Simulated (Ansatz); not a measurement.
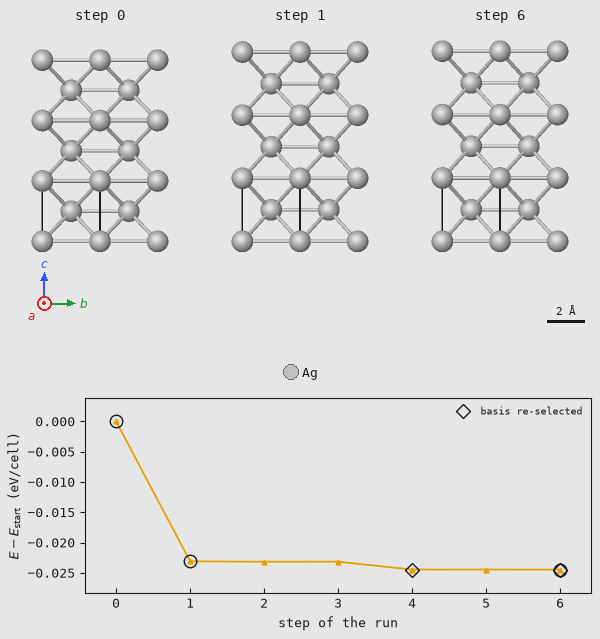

Frames of a relaxation of crystalline Ag (set up in I4/mmm), marked on the history of the run. The picture is a ball-and-stick view of the cell of the calculation, repeated 1 × 2 × 3 with one cell outlined, seen along the a axis.

Case: biaxial strain in the a-b plane of -3.0 %; c and atoms relaxed.

Level of theory: DFT r2SCAN, scalar-relativistic, plane waves, PAW in Ansatz 0.2.0. Settings: plane-wave cutoff 500 eV; k-point mesh 16 × 16 × 16; occupations gaussian; smearing width 0.1 eV; no spin polarisation; cell relaxed at fixed a, b, gamma; force threshold 0.008 eV/Å; at most 40 steps.

What happens along the run?

After 4 accepted moves (6 points after the start) the energy has fallen by 24.5 meV per cell of the calculation. All forces vanish by symmetry, so only the cell relaxes. Pressure: 4.58 GPa at the start and −0.75 GPa at the end. The SCF was repeated twice at an unchanged geometry on a basis and grid sized afresh for the cell, which shifted the energy by 1.3 meV per cell of the calculation at most. No atom moves by more than 0.005 Å relative to the cell. The drawn cell changes as follows: a = b unchanged at 3.170 Å, c 3.327 → 3.491 Å (+4.9 %); the volume changes by +4.9 %. Among the contacts that change: Ag–Ag 2.792 → 2.841 Å. The space group stays I4/mmm (No. 139). The run took 7.5 min on 1 thread of AMD EPYC (Zen 3), with other jobs on the host, peak memory 0.68 GiB. From step 0 to 1: volume +4.5 %, energy −23.1 meV per cell of the calculation. From step 1 to 6: volume +0.4 %, energy −1.4 meV per cell of the calculation.

```json
{"step": "0", "E − E(0), meV/atom": "0.00", "pressure, GPa": "4.58", "volume, Å³/atom": "16.723", "note": ""}
{"step": "1", "E − E(0), meV/atom": "-11.54", "pressure, GPa": "-0.35", "volume, Å³/atom": "17.468", "note": ""}
{"step": "2", "E − E(0), meV/atom": "-11.58", "pressure, GPa": "-0.66", "volume, Å³/atom": "17.522", "note": ""}
{"step": "3", "E − E(0), meV/atom": "-11.57", "pressure, GPa": "-0.72", "volume, Å³/atom": "17.533", "note": ""}
{"step": "4", "E − E(0), meV/atom": "-12.23", "pressure, GPa": "-0.70", "volume, Å³/atom": "17.533", "note": "same geometry, new basis"}
{"step": "5", "E − E(0), meV/atom": "-12.22", "pressure, GPa": "-0.75", "volume, Å³/atom": "17.544", "note": ""}
{"step": "6", "E − E(0), meV/atom": "-12.23", "pressure, GPa": "-0.75", "volume, Å³/atom": "17.544", "note": "same geometry, new basis"}
```
